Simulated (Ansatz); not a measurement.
A series of calculations on Si48C47

### Relaxation

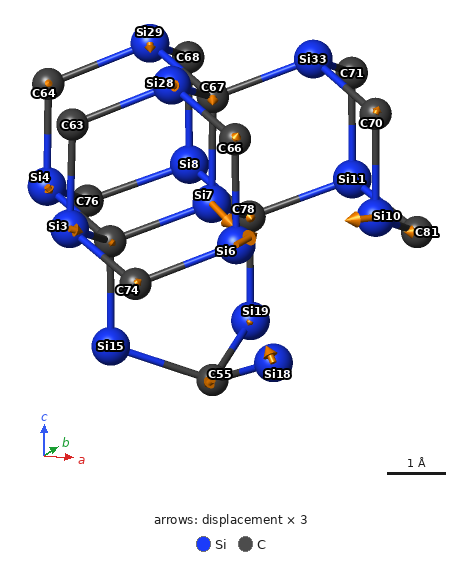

A relaxation of a defect cell of composition Si48C47 (cell charge −2). The starting structure is drawn; orange arrows show the displacements, 3 times their true length.

A ball-and-stick model of the atoms within 4.2 Å of the atom that moves most (axes of the cell of the calculation (origin shifted)), seen slightly off an axis.

Level of theory: Ansatz, DFT, PBEsol, PAW, plane waves. Settings: plane-wave cutoff 420 eV; k-point mesh 1 × 1 × 1; mesh shifted by (0.25, 0.25, 0.25); collinear spin; atoms relaxed in a fixed cell; force threshold 0.03 eV/Å; at most 80 steps.

**Atoms of which element are displaced furthest, and by how much?**

Silicon: up to 0.25 Å, against 0.08 Å for carbon.

**Describe the change and its energy.**

After 9 geometry steps the energy has fallen by 1.897 eV per cell of the calculation. The largest force component goes from 1.8 to 0.02 eV/Å. The atom that moves furthest is a Si atom (0.25 Å along [2 −1 −1]). Largest moves by element: Si 0.25 Å, C 0.08 Å. The cell stays as it was. Near-neighbour distances that change, for instance: Si–Si 3.093 → 2.683 Å, Si–Si 3.082 → 2.738 Å, Si–Si 3.076 → 2.752 Å, C–Si 1.885 → 1.993 Å. Among the angles between lasting bonds that change: C–Si–C 109.8° → 102.6°, C–Si–C 109.0° → 102.5°, Si–C–Si 109.9° → 116.0°.

Limits of the set-up: the cell is charged, on a uniform background, and energies carry no finite-size correction.

### Relaxation

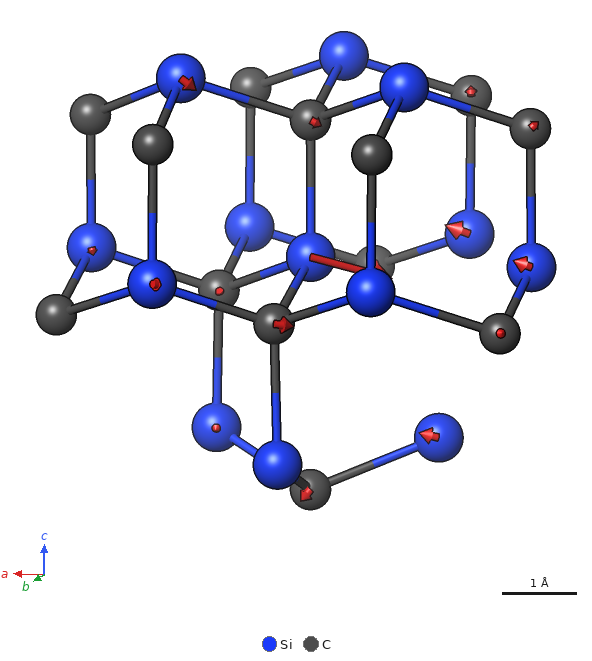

A relaxation of a defect cell of composition Si48C47 (cell charge −2). The starting structure is drawn; red arrows show the displacements, 2 times their true length.

A ball-and-stick model of the atoms within 4.2 Å of the atom that moves most (axes of the cell of the calculation (origin shifted)), seen from a free direction.

These are results of Ansatz 0.2.0, DFT, PBEsol, PAW, plane waves, not measurements. (plane-wave cutoff 420 eV; k-point mesh 1 × 1 × 1; mesh shifted by (0.25, 0.25, 0.25); no spin polarisation; atoms relaxed in a fixed cell; force threshold 0.03 eV/Å; at most 80 steps)

Question: Describe the change and its energy.

Answer: A Si atom moves most: 0.62 Å along [−3 −2 −1]. Largest moves by element: Si 0.62 Å, C 0.15 Å. The lattice vectors keep their values. Among the contacts that change: Si–Si 3.093 → 2.457 Å, Si–Si 3.076 → 2.504 Å, Si–Si 3.117 → 2.561 Å, Si–Si 3.073 → 3.562 Å. New bonds form: Si–Si (3.08 → 2.50 Å), Si–Si (3.09 → 2.46 Å), Si–Si (3.12 → 2.56 Å). Bond angles that change, for instance: C–Si–C 111.4° → 93.8°, C–Si–C 107.7° → 91.5°, C–Si–C 109.2° → 94.0°. The energy falls by 2.509 eV per cell of the calculation in 10 accepted moves (11 points after the start). Largest force component: 1.8 eV/Å at the start, 0.029 eV/Å at the end. 1 step only repeated the SCF at the same geometry. The run took 10 s on 1 × NVIDIA GB300 Max-Q with 32 threads of Arm Neoverse-V2, peak memory 1.9 GiB.

Limits of the set-up: the cell is charged, on a uniform background, and energies carry no finite-size correction.

### Defect

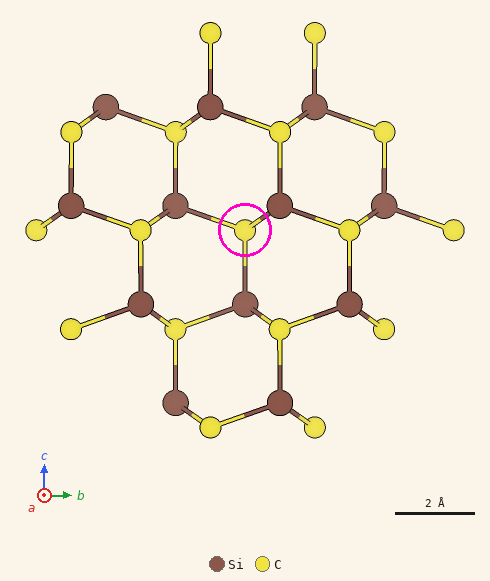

Perfect SiC. Style: ball-and-stick. Shown: the atoms within 5.4 Å of one point, in a slice 3.4 Å thick across the line of sight, along the a axis.

The calculation used DFT, PBEsol, PAW, plane waves (Ansatz 0.2.0). Set-up: plane-wave cutoff 420 eV; k-point mesh 1 × 1 × 1; mesh shifted by (0.25, 0.25, 0.25); collinear spin. Fermi-Dirac smearing of 0.01 eV. A uniform background neutralises the charged cell. The axes drawn are those of the host's conventional cell.

A carbon atom is taken out (a vacancy) at the ringed place, in charge state −2. The supercell has 96 sites, and the atoms are relaxed at the host's cell.

Q: How do the neighbours respond?

A: Around the empty C site the host had 4 Si at 1.88 to 1.89 Å; after relaxation the nearest atoms are 4 Si at 1.64 to 1.81 Å. Of the host's atoms, a silicon atom moves furthest from its site, by 0.25 Å. The cell's net moment is 2.00 μB.

The relaxed defect, seen from the same direction:

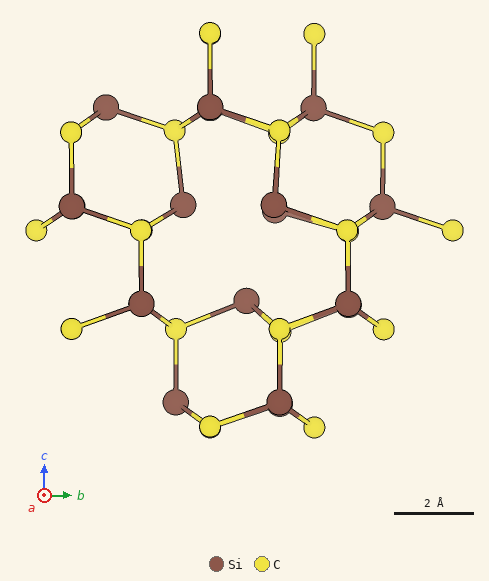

Limits of the set-up: the cell is charged, on a uniform background, and energies carry no finite-size correction.

### Defect

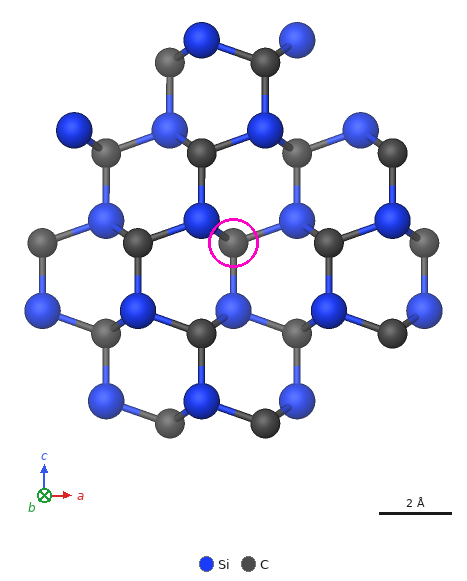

Perfect SiC. A ball-and-stick model of the atoms within 6.0 Å of one point, in a slice 3.4 Å thick across the line of sight, seen along the b axis.

Computed with DFT, PBEsol, PAW, plane waves in Ansatz 0.2.0. Settings: plane-wave cutoff 420 eV; k-point mesh 1 × 1 × 1; mesh shifted by (0.25, 0.25, 0.25); collinear spin. Fermi-Dirac smearing of 0.01 eV. A uniform background neutralises the charged cell. The axes drawn are those of the host's conventional cell.

A carbon atom is taken out (a vacancy) at the ringed place, in charge state −3. The supercell has 96 sites, and the atoms are relaxed at the host's cell.

> How do the neighbours respond?

Around the empty C site the host had 4 Si at 1.88 to 1.89 Å; after relaxation the nearest atoms are 4 Si at 1.54 to 1.76 Å. Of the host's atoms, a silicon atom moves furthest from its site, by 0.36 Å. The cell's net moment is 1.00 μB.

The relaxed defect, seen from the same direction:

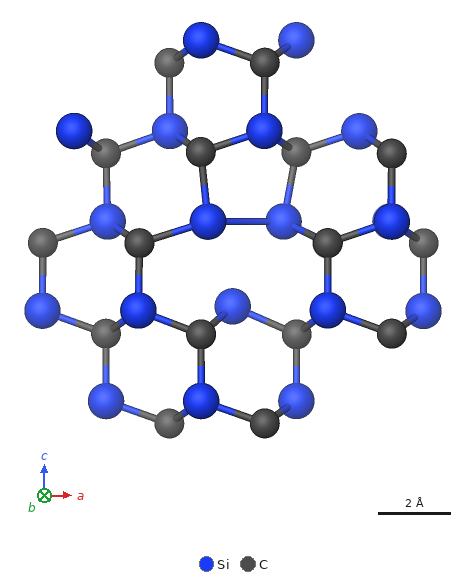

Limits of the set-up: the cell is charged, on a uniform background, and energies carry no finite-size correction.
